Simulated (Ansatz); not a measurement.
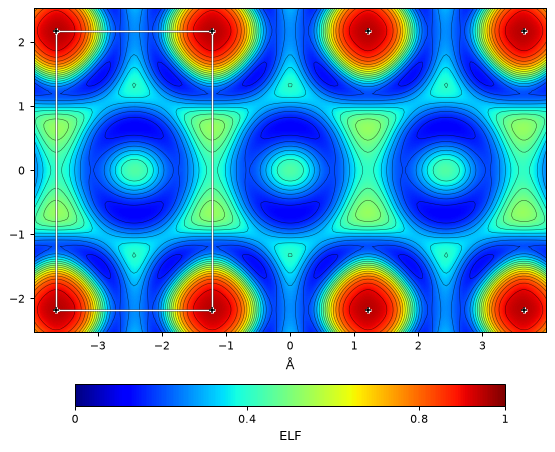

The electron localisation function on a plane through atoms (crosses mark nuclei in the plane).

Computed with Ansatz, DFT, LDA (PW92), plane waves (420 eV) with PAW, scalar-relativistic.

Candidates:
A. Cr, a = 2.43 Å, b = 2.43 Å, c = 4.35 Å, α = 90.00°, β = 90.00°, γ = 120.00°. Space group P6₃/mmc; set up as Cr, hcp; a generated structure, not necessarily the stable one; changed on purpose from its base cell (volume × 1.0); the program warned that a starting moment wasn't kept; spin-polarised, but the moments vanished.
B. Fe, a = 2.36 Å, b = 2.36 Å, c = 7.61 Å, α = 90.00°, β = 90.00°, γ = 120.00°. Space group P6₃/mmc; set up as Fe, dhcp; a generated structure, not necessarily the stable one; changed on purpose from its base cell (volume × 0.96); computed pressure about 15 GPa in this cell; the program warned that a starting moment wasn't kept; spin-polarised, but the moments vanished.

### Which candidate gave the map?

Candidate A: Cr on the (100) plane of the conventional cell, which holds Cr. Cr–Cr (2.43 Å): the ELF is about 0.25 at the midpoint (no localised pair shows between them).
